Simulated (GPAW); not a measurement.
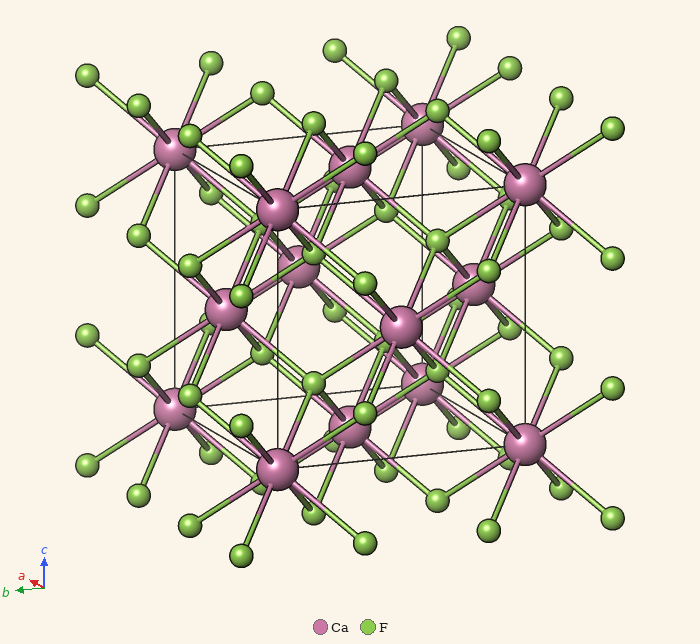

The compound is CaF2 (space group Fm-3m, No. 225), taken as an entry of the Crystallography Open Database, as set up for an electronic-structure calculation.

Bonds are taken as Ca–F below 2.7 Å; no other contact counts. Atoms with one bond or none are removed and atoms with two bonds are replaced by edges, until no such atom is left.

**What kind of net remains, and which atoms are its nodes?**

A binodal (4,8)-connected, three-periodic net: F is a 4-connected node; Ca is an 8-connected node, in the ratio 2:1.

**Does the net have a name?**

It is the flu net, known from fluorite.

**Is the net interpenetrated?**

It is a single net, without interpenetration.

**Give the first eight terms of the coordination sequence (nodes one, two, three … edges away).**

F: 4, 22, 24, 82, 64, 182, 124, 322; Ca: 8, 12, 48, 42, 128, 92, 248, 162.

**Give the point symbol of each node (shortest cycle at each angle).**

F: 4⁶; Ca: 4¹²·6¹²·8⁴.
